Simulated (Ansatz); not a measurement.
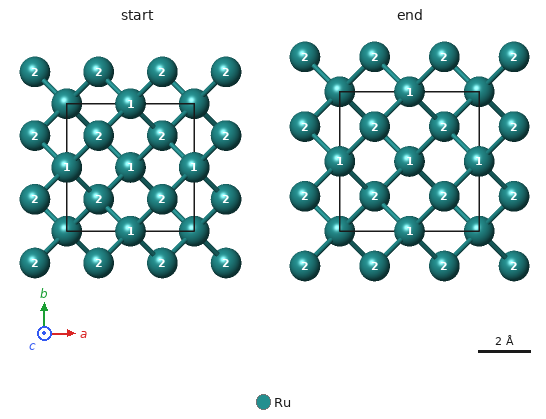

The structure of solid Ru (built on the diamond_227 type) (coarse preliminary run) before (left) and after (right) a relaxation, at one scale.

The picture is a ball-and-stick view of the conventional cell (4 times the calculation's cell), seen along the c axis. Lengths and directions refer to the drawn axes.

Case: diamond type (Fd-3m, No. 227).

Theory: DFT PBE, scalar-relativistic, plane waves, PAW in Ansatz 0.2.0. Settings: plane-wave cutoff 420 eV; k-point mesh 6 × 6 × 6; occupations gaussian; smearing width 0.1 eV; no spin polarisation; cell and atoms relaxed; force threshold 0.04 eV/Å; at most 70 steps.

Question: What changed between the two?

Answer: Over 5 accepted moves (7 points after the start) the energy falls by 962 meV per atom. All forces vanish by symmetry, so only the cell relaxes. The pressure goes from 82.47 to 0.08 GPa. At 2 points the geometry stayed and the basis and grid were re-selected for the new cell (energy shift of 8.8 meV per atom at most each time). The atoms keep their places relative to the cell (all moves are under 0.005 Å). The volume changes by +31.0 %, with a = b = c 4.985 → 5.454 Å (+9.4 %). Among the contacts that change: Ru1–Ru2 2.158 → 2.362 Å. The space group stays Fd-3m (No. 227). The run took of the order of 7 core-seconds on a shared host.
